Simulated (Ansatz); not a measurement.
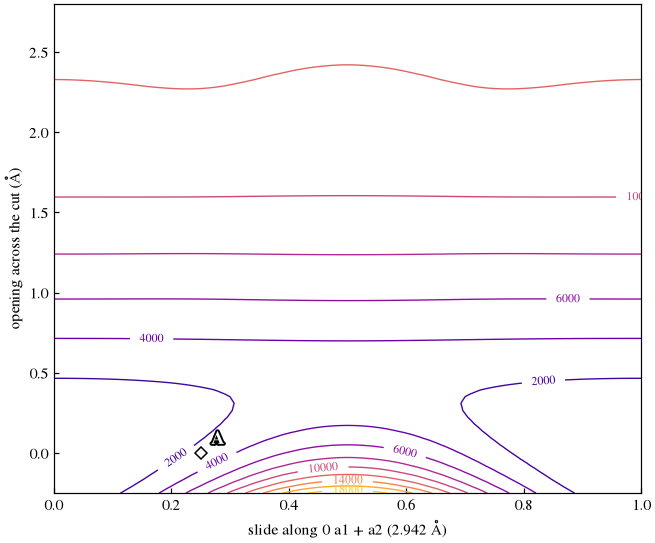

MgO (Fm-3m, No. 225; 12 atoms in the cell). Rigid slide and opening across a plane, one cut a cell; the plane is (1 1 1) of the conventional cell, and the faces at the cut hold O and Mg. First axis: slide along 0 a1 + a2 (2.942 Å). Second axis: opening across the cut. Nothing is relaxed (rigid halves). Grid: 8 × 6 points; 30 points were computed and 18 follow by symmetry. Points are written as (first, second). Energies are in mJ/m², from the lowest grid point. The band gap closes in part of the range. All numbers below come from DFT LDA, scalar-relativistic, plane waves, PAW (Ansatz 0.2.0). Settings: cutoff 520 eV, k-mesh 9×9×2 in the order of the run's cell vectors, gaussian smearing 0.05 eV, no spin polarisation.

Drawn: contour lines labelled in mJ/m², the point A. Between grid points the surface is interpolated.

Is A at rest? If not, where is it pushed?

A, at (0.250, 0.00 Å), is not a stationary point. The computed force is 22000 mJ/m² for each unit of the axis towards smaller values of the first coordinate and 10000 mJ/m² for each Å towards larger values of opening across the cut.

PAW datasets: the set soft_1.
